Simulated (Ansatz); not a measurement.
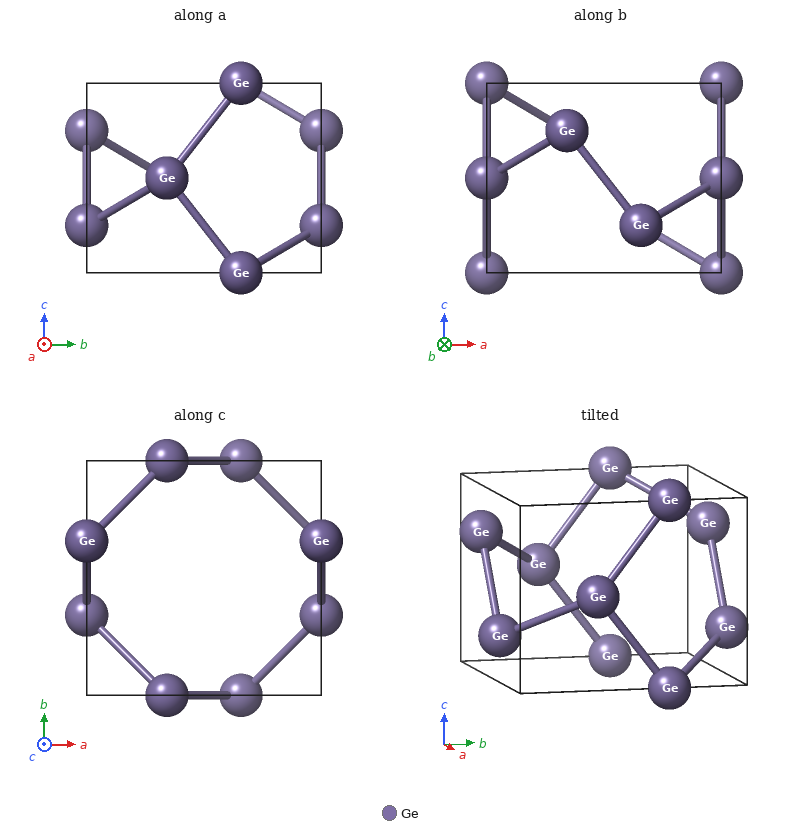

Ball-and-stick representation of a periodic structure, projected along the a axis, along the b axis, along the c axis and slightly off an axis. The lines enclose the conventional unit cell; boundary atoms appear with their images.

Lattice parameters: a = 4.891 Å, b = 4.891 Å, c = 3.952 Å, α = 90.00°, β = 90.00°, γ = 90.00°.

### Transcribe the picture into a table of Wyckoff sites, with free fractional coordinates to two decimals.

Space group P4_322 (No. 95).
| atom | site | x | y | z |
| --- | --- | --- | --- | --- |
| Ge | 4a | 0.00 | 0.34 | 0.50 |

Provenance: a structure type filled with this element by a generator (whether the element takes this form wasn't checked). The structure drawn was relaxed with Ansatz 0.2.0, DFT PBE, scalar-relativistic, plane waves, PAW.
